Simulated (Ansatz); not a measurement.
Consider Sn7S16 (cell charge −4, with a compensating background) (cell with a defect).

Input

```
crystal:
  lattice:
    - [5.4769714546, -3.1621309437, -6.0589188814]
    - [-5.4769714546, 3.1621309437, -6.0589188814]
    - [3.6513143032, 6.3242618874, 6.0589188814]
  atoms:
    - { symbol: Sn, position: [0.0, 0.0, 0.0] }
    - { symbol: Sn, position: [0.375, 0.875, 0.25] }
    - { symbol: Sn, position: [0.875, 0.375, 0.25] }
    - { symbol: Sn, position: [0.75, 0.75, 0.5] }
    - { symbol: Sn, position: [0.25, 0.25, 0.5] }
    - { symbol: Sn, position: [0.125, 0.625, 0.75] }
    - { symbol: Sn, position: [0.625, 0.125, 0.75] }
    - { symbol: S, position: [0.5867118132, 0.4200451466, 0.25] }
    - { symbol: S, position: [0.0867118132, 0.9200451466, 0.25] }
    - { symbol: S, position: [0.4617118132, 0.7950451466, 0.5] }
    - { symbol: S, position: [0.9617118132, 0.2950451466, 0.5] }
    - { symbol: S, position: [0.8367118132, 0.6700451466, 0.75] }
    - { symbol: S, position: [0.3367118132, 0.1700451466, 0.75] }
    - { symbol: S, position: [0.2117118132, 0.5450451466, 1.0] }
    - { symbol: S, position: [0.7117118132, 0.0450451466, 0.0] }
    - { symbol: S, position: [0.1632881868, 0.3299548534, 0.25] }
    - { symbol: S, position: [0.6632881868, 0.8299548534, 0.25] }
    - { symbol: S, position: [0.0382881868, 0.7049548534, 0.5] }
    - { symbol: S, position: [0.5382881868, 0.2049548534, 0.5] }
    - { symbol: S, position: [0.4132881868, 0.5799548534, 0.75] }
    - { symbol: S, position: [0.9132881868, 0.0799548534, 0.75] }
    - { symbol: S, position: [0.7882881868, 0.4549548534, 0.0] }
    - { symbol: S, position: [0.2882881868, 0.9549548534, 1.0] }
total_charge: -4
basis:
  ecutwfc: 420
kpoints:
  mp_grid: { grid: [4, 4, 4] }
hamiltonian:
  xc: pbesol
scf:
  occupations: { method: gaussian, width: 0.05 }
output:
  forces: true
  stress: true
  eigenvalues: true
  write_density: true
  write_potential: true
  elf: true
  volumetric_format: npy
relax:
  adjacent_minimum: "off"
  f_tol: 0.02
  max_steps: 50
```

Launched as:

```sh
ansatz run input.yaml --threads 4 --pin off --max-ram 9216MiB --backend cpu --events-out ev --progress --plain --runs-dir out
```

The fields are those of the relaxed geometry.

Method: Ansatz, DFT PBEsol, scalar-relativistic, plane waves, PAW.

Q: What will maps of the valence pseudo-density and electron localisation function show?

A: Sn–S (2.59 Å): ρ is about 0.44 e/Å³ halfway; the ELF peaks at about 0.85 in the valence shell of S, 0.9 Å from its nucleus, and is about 0.55 at the midpoint.

Q: Does the calculation make it a metal, or give it a gap?

A: It is gapped, with a Kohn–Sham gap of 0.92 eV on the k-point mesh, an upper bound to the gap of this method.

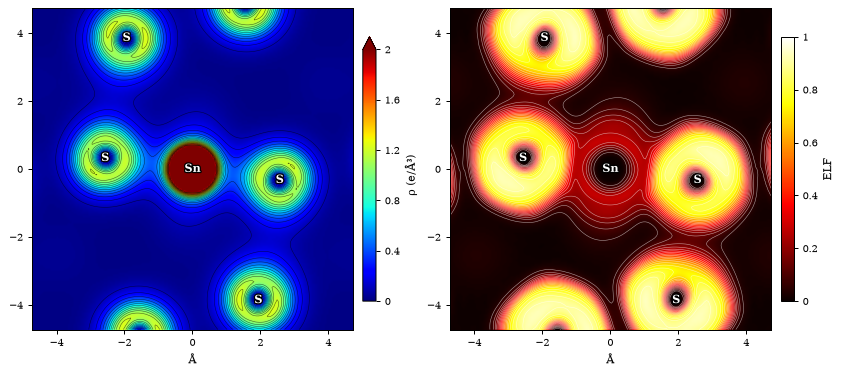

Computed valence pseudo-density and electron localisation function on the (001) plane of the calculation cell, in this order. 

Core electrons are frozen (PAW), and the valence fields are smoothed inside the atomic spheres.
